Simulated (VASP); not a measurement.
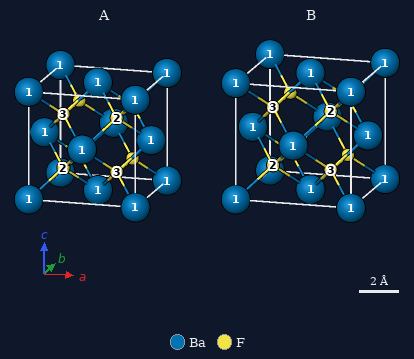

Two geometries of a crystal of BaF2 (set up in Fm-3m), drawn at one scale. One is the start of a relaxation, the other its converged end. The picture is a ball-and-stick view of the conventional cell (4 times the calculation's cell), seen slightly off an axis. Lengths and directions refer to the drawn axes.

Computed with Kohn-Sham DFT of a periodic cell, PBEsol, VASP PAW PBE potentials, recommended (VASP). Set-up: plane-wave cutoff 300 eV; k-point mesh 6 × 6 × 6; occupations gaussian; smearing width 0.02 eV; no spin polarisation.

Q: Which of the two is the end point?

A: Structure A is the relaxed one. The run lets cell and atoms move. The atoms keep their places relative to the cell (all moves are under 0.005 Å). The volume changes by −20.7 %, with a = b = c 6.226 → 5.762 Å (−7.4 %). Near-neighbour distances that change, for instance: Ba1–F2 2.696 → 2.495 Å. The space group stays Fm-3m (No. 225). Over 4 geometry steps the energy falls by 623 meV per atom. All forces vanish by symmetry, so only the cell relaxes. Pressure: −43.36 GPa at the start and −0.02 GPa at the end. At step 1 the optimiser overshot: the energy rose above the start, and later steps came back. The volume changes by over a tenth within one run on a fixed set of plane waves, so the end point should be relaxed again from the new cell.
